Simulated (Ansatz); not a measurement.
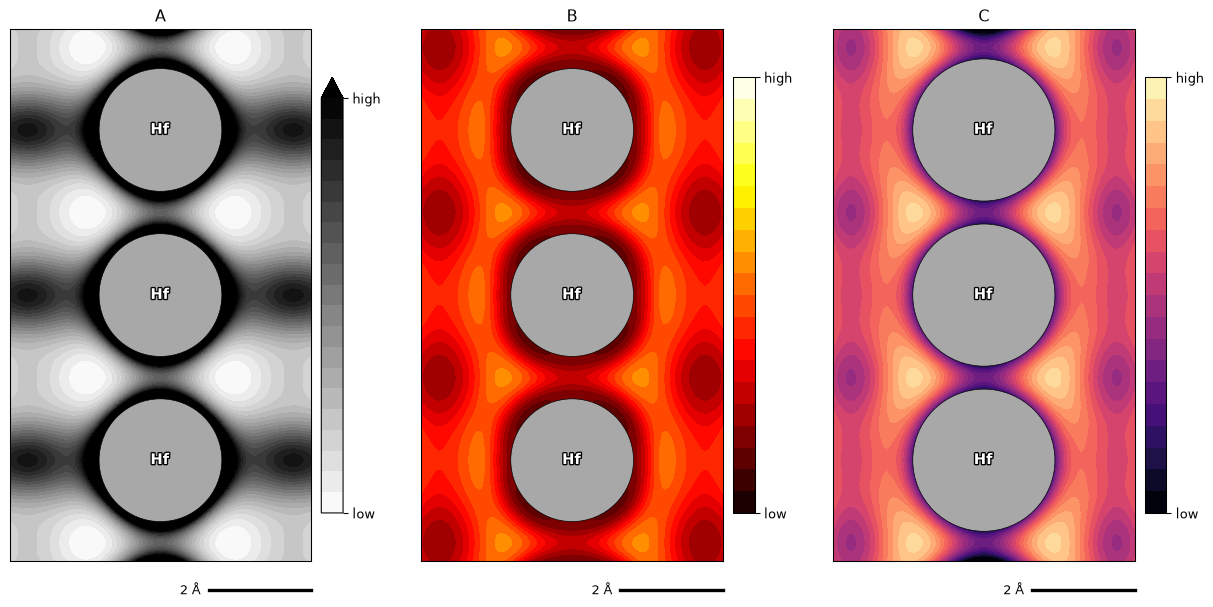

Hf: 3 fields on the (100) plane of the conventional cell, with unlabelled colour scales. Grey discs cover the atomic cores.

Space group P6/mmm; set up as Hf, omega (AlB2-type); a generated structure, not necessarily the stable one; changed on purpose from its base cell (volume × 1.08); computed pressure about −7 GPa in this cell.

All numbers below come from DFT, BLYP, plane waves (420 eV) with PAW, scalar-relativistic in Ansatz 0.2.0.

Q: The panels show electron localisation function, electrostatic potential energy of an electron and valence pseudo-density in some order. Assign them.

A: Panel A: valence pseudo-density. Panel B: electron localisation function. Panel C: electrostatic potential energy of an electron (low next to the atoms, rising into the space between them). From the grid: Hf–Hf (3.21 Å): ρ is about 0.17 e/Å³ halfway; the ELF is about 0.30 at the midpoint: no shared electron pair shows on this line.
